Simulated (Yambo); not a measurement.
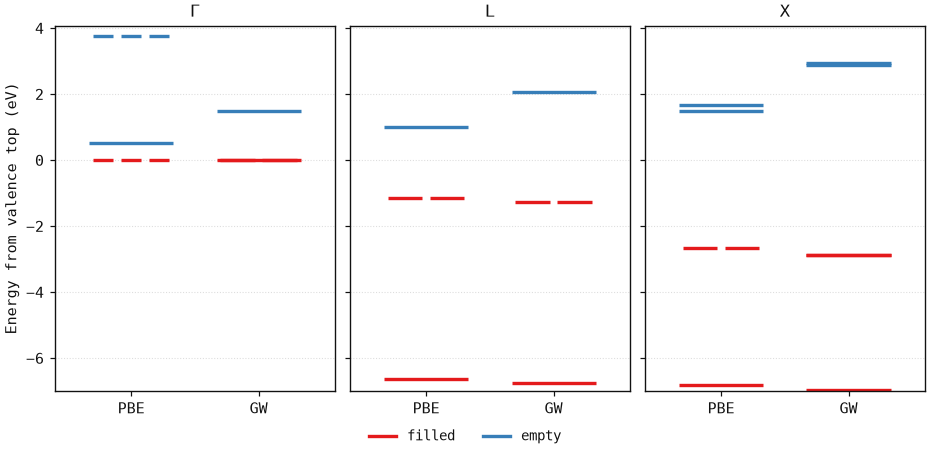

Levels at Γ, L and X in PBE and in GW, each set counted from its own valence top. Only the states that were corrected are drawn, so degenerate partners can be missing.

System: zincblende GaAs, space group F-43m (No. 216), 2 atoms in the primitive cell; cubic a = 5.654 Å. Starting point: PBE, PseudoDojo 0.4.1 SR PBE standard, no spin polarisation, no spin-orbit coupling, 4×4×4 k mesh, 1143 eV cutoff, fixed occupations (Yambo 5.3.0). Many-body step: GW with frequency dependence of W plasmon pole, bands in the response 74, bands in the self-energy 74, cutoff of the response matrix 6 Ry and cutoff of exchange and Vxc 84 Ry.

Q: By how much does the gap open?

A: Over the k points that were corrected, the smallest gap goes from 0.52 eV in PBE (direct at Γ) to 1.48 eV in GW (direct at Γ), a change of +0.96 eV (+186 %).

Q: What are the quasiparticle weights at the band edges?

A: The quasiparticle weight (renormalisation factor) lies between 0.79 and 0.82 for the top filled and first empty levels.

Q: Is the correction a rigid shift of the empty levels?

A: Counted from the valence top, the lowest empty level moves by +0.96 eV at Γ, +1.06 eV at L and +1.40 eV at X; over the 8 points that were corrected the shifts run from +0.89 to +1.40 eV: a spread of 0.51 eV on a mean of 1.08 eV, so one scissor shift doesn't describe this level. The top filled level also moves against the valence top, by −0.20 eV at X.

```
k point  PBE direct gap (eV)  GW direct gap (eV)
      Γ                 0.52                1.48
      L                 2.14                3.34
      X                 4.15                5.74
```

The k mesh is coarse (spacing up to 0.48 Å⁻¹), so the values aren't converged. The potentials hold a filled d shell without the s and p states of that shell, which can shift GW gaps by tenths of an eV, either way. Between passes the levels were reset to the linearisation about the Kohn-Sham level, since this version mixes two points of expansion; the levels printed in its table differ. Spin-orbit coupling is left out, which matters for As. Bands, cutoffs and mesh are finite, so these values aren't at the basis limit.
